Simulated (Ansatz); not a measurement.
Mo7S17 (charge +1): geometry relaxation (part 1 of 4)

- system: Mo7S17 (defect cell, 24 atoms in the cell, total charge +1)
- method: DFT PBE+D3(BJ), scalar-relativistic, plane waves, PAW, spin-polarised (Ansatz 0.2.0)

The structure derives from a Materials Project entry. It belongs to a series of runs on one base structure; here: S on a Mo site (d), charge +1, atoms relaxed at the host's cell. Figures and captions count atoms from 1; the log counts them from 0 in places.

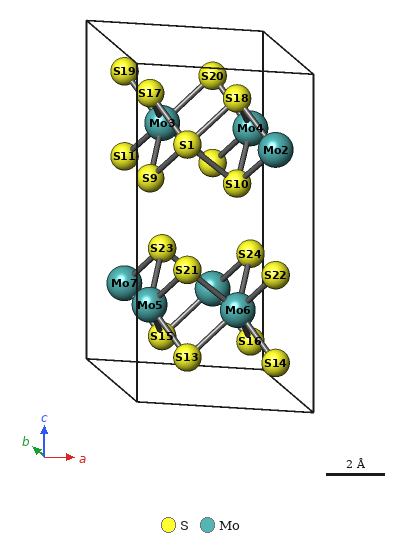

**Figure 1.** The input geometry (ball-and-stick view of the cell of the calculation, seen slightly off an axis; atoms are numbered from 1 in the order of the input). An atom can appear more than once, as a periodic image.

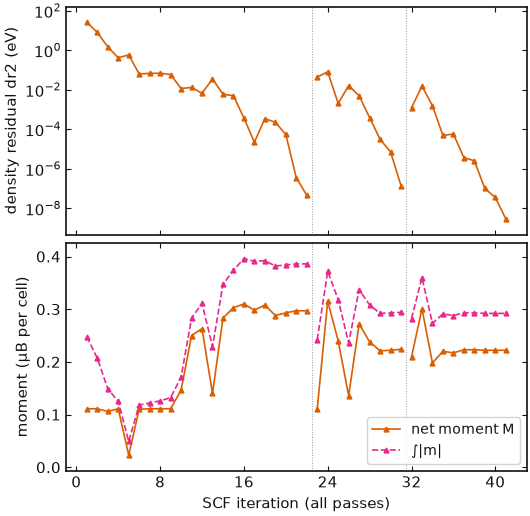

**Figure 2.** Convergence of the self-consistent field: density residual dr2 and magnetic moment against the SCF iteration. The dotted lines part the SCF passes of the relaxation: geometry steps, rejected trials and re-solves on a re-selected basis. The passes take 22, 9 and 10 iterations. The net moment goes from 0.1 to 0.2 μB per cell.

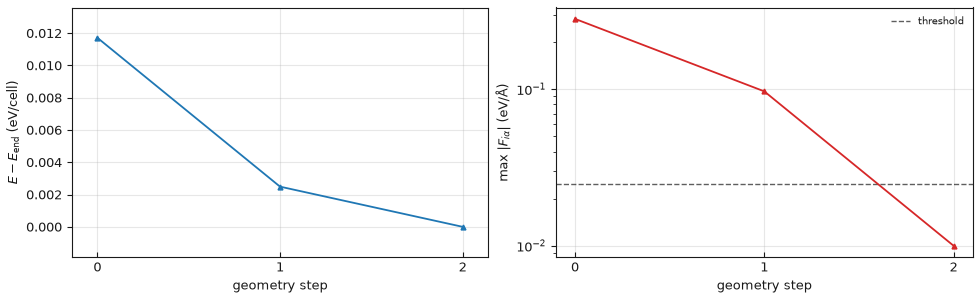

**Figure 3.** Progress of the relaxation, step by step (the first geometry is step 0 here and step 1 in the log). The largest moves, 0.014 Å, are those of Mo2, Mo3 and Mo4. Largest moves by element: Mo 0.014 Å, S 0.013 Å. The cell doesn't change. Among the contacts that change: S1–S10 2.348 → 2.359 Å, Mo2–S10 2.381 → 2.372 Å, Mo2–S12 2.395 → 2.401 Å. After 2 geometry steps the energy has fallen by 11.7 meV per cell of the calculation. Largest force component: 0.28 eV/Å at the start, 0.01 eV/Å at the end. (Atoms are counted from 1 in the order of the input.)

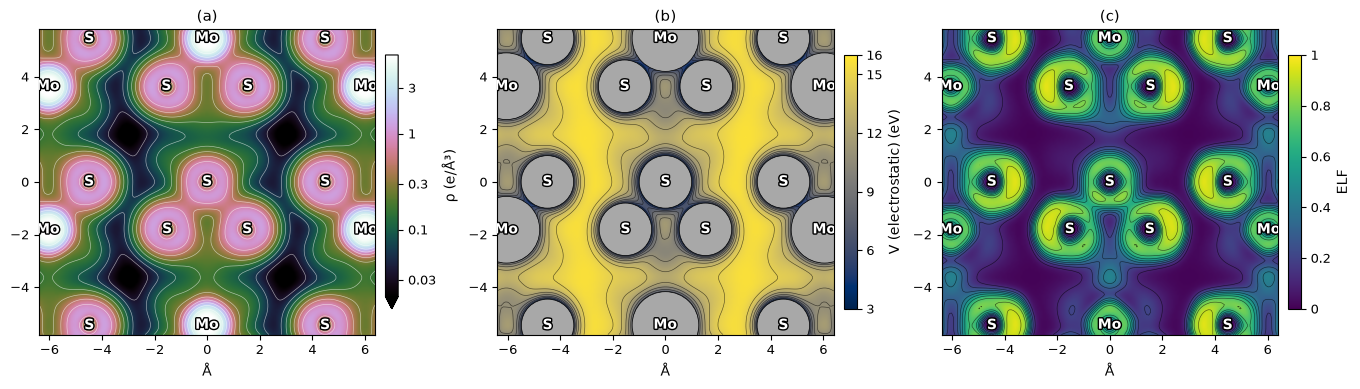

**Figure 4.** (a) valence charge density (pseudo); (b) electrostatic potential energy of an electron; (c) ELF on the (110) plane of the calculation cell. Grey discs, where drawn, cover atomic cores. The section cuts through S and Mo sites. S–S (2.36 Å): ρ is about 0.59 e/Å³ halfway; the ELF peaks at about 0.85 between the atoms (a shared electron pair). Mo–S (2.40 Å): the density is about 0.6 e/Å³ at the midpoint; the ELF is about 0.45 at the midpoint. Away from the nuclei the density in this plane falls to 0.02 e/Å³ at its lowest. The strong features right at Mo lie inside the PAW spheres (semicore, d or f shells) and say nothing about bonding. Outside the cores the potential energy rises away from the atoms and is highest about 2.2 Å from the nearest atoms; outside the discs it spans about 12 eV, and its zero is arbitrary. Core electrons are frozen (PAW), so the fields are smoothed inside the atomic spheres.

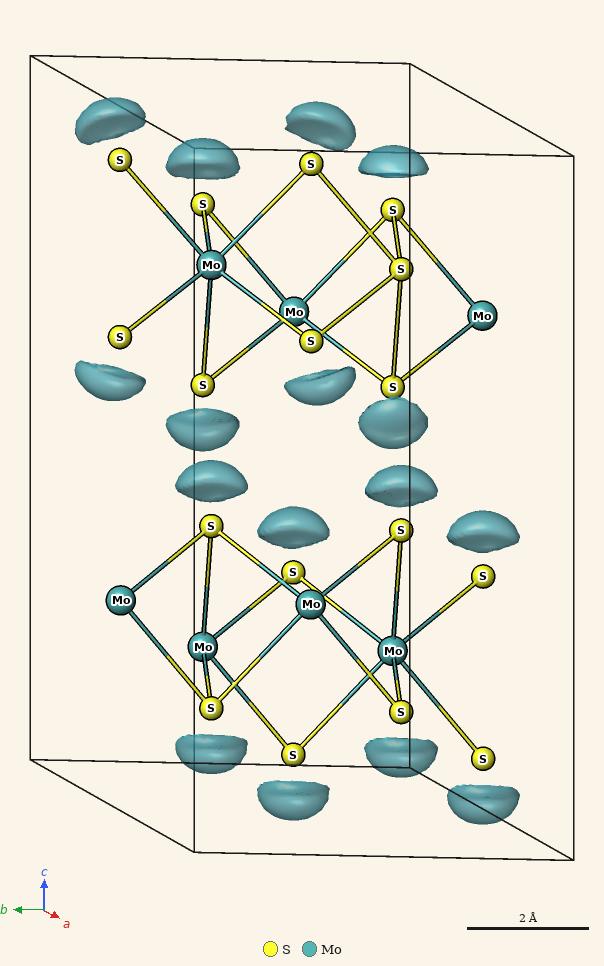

**Figure 5.** Isosurface of the electron localisation function at 0.9 (cyan), seen at an oblique angle. Core shells and regions of very low density are left out. Sticks mark near contacts. The outline is the calculation cell. Profiles from the grid: S–S (2.36 Å): the ELF peaks at about 0.85 between the atoms (localised, shared-pair bonding). Mo–S (2.37 Å): the ELF is about 0.45 at the midpoint.

The input that produced these results follows, with the program's output.

## Input
```yaml
crystal:
  lattice:
    - [3.1492766197, -5.4547071124, 0.0]
    - [-6.2985532394, -1.0e-10, 0.0]
    - [0.0, 0.0, -12.0928266346]
  atoms:
    - { symbol: S, position: [0.3333333333, 0.1666666667, 0.75], spin: 0.143 }
    - { symbol: Mo, position: [0.8333035486, 0.1666070971, 0.75] }
    - { symbol: Mo, position: [0.3333929029, 0.6666964514, 0.75] }
    - { symbol: Mo, position: [0.8333035486, 0.6666964514, 0.75] }
    - { symbol: Mo, position: [0.1666780266, 0.3333219734, 0.25] }
    - { symbol: Mo, position: [0.6666439467, 0.3333219734, 0.25] }
    - { symbol: Mo, position: [0.1666780266, 0.8333560533, 0.25] }
    - { symbol: Mo, position: [0.6666666667, 0.8333333333, 0.25] }
    - { symbol: S, position: [0.1692508429, 0.3307491571, 0.6242988723], spin: 0.143 }
    - { symbol: S, position: [0.6614983142, 0.3307491571, 0.6242988723], spin: 0.143 }
    - { symbol: S, position: [0.1692508429, 0.8385016858, 0.6242988723], spin: 0.143 }
    - { symbol: S, position: [0.6666666667, 0.8333333333, 0.6210987293] }
    - { symbol: S, position: [0.3333333333, 0.1666666667, 0.1206318221] }
    - { symbol: S, position: [0.8335144604, 0.1670289209, 0.1203238622] }
    - { symbol: S, position: [0.3329710791, 0.6664855396, 0.1203238622] }
    - { symbol: S, position: [0.8335144604, 0.6664855396, 0.1203238622] }
    - { symbol: S, position: [0.1692508429, 0.3307491571, 0.8757011277], spin: 0.143 }
    - { symbol: S, position: [0.6614983142, 0.3307491571, 0.8757011277], spin: 0.143 }
    - { symbol: S, position: [0.1692508429, 0.8385016858, 0.8757011277], spin: 0.143 }
    - { symbol: S, position: [0.6666666667, 0.8333333333, 0.8789012707] }
    - { symbol: S, position: [0.3333333333, 0.1666666667, 0.3793681779] }
    - { symbol: S, position: [0.8335144604, 0.1670289209, 0.3796761378] }
    - { symbol: S, position: [0.3329710791, 0.6664855396, 0.3796761378] }
    - { symbol: S, position: [0.8335144604, 0.6664855396, 0.3796761378] }
  host:
    lattice:
      - [3.1492766197, 0.0, 0.0]
      - [-1.5746383099, 2.7273535562, 0.0]
      - [0.0, 0.0, 12.0928266346]
    atoms:
      - { symbol: Mo, position: [0.6666666667, 0.3333333333, 0.25] }
      - { symbol: Mo, position: [0.3333333333, 0.6666666667, 0.75] }
      - { symbol: S, position: [0.3333333333, 0.6666666667, 0.3794859648] }
      - { symbol: S, position: [0.6666666667, 0.3333333333, 0.8794859648] }
      - { symbol: S, position: [0.3333333333, 0.6666666667, 0.1205140352] }
      - { symbol: S, position: [0.6666666667, 0.3333333333, 0.6205140351] }
total_charge: 1
basis:
  ecutwfc: 420
  xc_grid: 2
kpoints:
  mp_grid: { grid: [3, 3, 2], shift: [0.0, 0.0, 0.5] }
hamiltonian:
  xc: pbe
  dispersion: d3bj
scf:
  occupations: { method: gaussian, width: 0.01 }
output:
  forces: true
  stress: false
  eigenvalues: true
  populations: true
  charged_corrections:
    defect_position: [0.33333333, 0.16666667, 0.75]
    epsilon: [[15.7271, 0.0, 0.0], [0.0, 15.7271, 0.0], [0.0, 0.0, 7.2062]]
  write_density: true
  write_potential: true
  elf: true
  volumetric_format: npy
magnetization:
  spin_polarized: true
relax:
  adjacent_minimum: "off"
  f_tol: 0.025
  max_steps: 45
```

Launched with:
```bash
ansatz run input.yaml --threads 4 --pin off --max-ram 10240MiB --backend cpu --events-out ev --progress --plain --runs-dir out
```

## What the program printed
```
Engine: ansatz 0.2.0, x86_64-unknown-linux-gnu
Pseudopotentials: kind: paw
Pseudopotential: S, paw, valence charge 6, recommended cutoff 420 eV (normal), S.paw.azcp
Pseudopotential: Mo, paw, valence charge 14, recommended cutoff 420 eV (normal), Mo.paw.azcp
Functional definition: PBE
  parameter kappa = 0.804
  parameter beta = 0.06672455060314922
  exchange = pbe_x(kappa = kappa, mu = beta*pi^2/3)
  correlation = pbe_c(beta = beta)
Crystal: 24 atoms, lattice volume = 415.470 Å³
Basis set: ecut = 420 eV, 8129 PW (Γ), exchange–correlation on 90×90×162 points (8 copies of the dense FFT grid, shifted against one another)
Bands: 125, of which v1, the nominal top of the filled ones, is band 100 counted from 1 (99 counted from 0)
Symmetry: 12 space group operations
Space group: P-6m2 (ITA 187), of the structure as read, at distance tolerance 7.5e-5 Å
Magnetic group: BNS 187.209 (UNI 1439), of the structure as read, at distance tolerance 7.5e-5 Å
k-points: 3 of 18 (time reversal used)
Non-local potential: S, projectors of the file, l = 0: 2, l = 1: 2, l = 2: 2
Non-local potential: Mo, projectors of the file, l = 0: 3, l = 1: 2, l = 2: 2, l = 3: 1
PAW form: soft (Blöchl's): semilocal exchange-correlation on the pseudo side does not see the compensation charge
PAW one-centre angular grid: S, 110 points (default); XC on 64 Gauss nodes
PAW one-centre angular grid: Mo, 590 points (default); XC on 64 Gauss nodes
Starting moments: Σ|m| = 1.001 μB on 7 of 24 sites
Initial wavefunctions: pseudopotential atomic-orbital guess
Functional: x = pbe(κ = 0.804, μ = 0.2195149727645171), c = pbe(β = 0.06672455060314922)
```
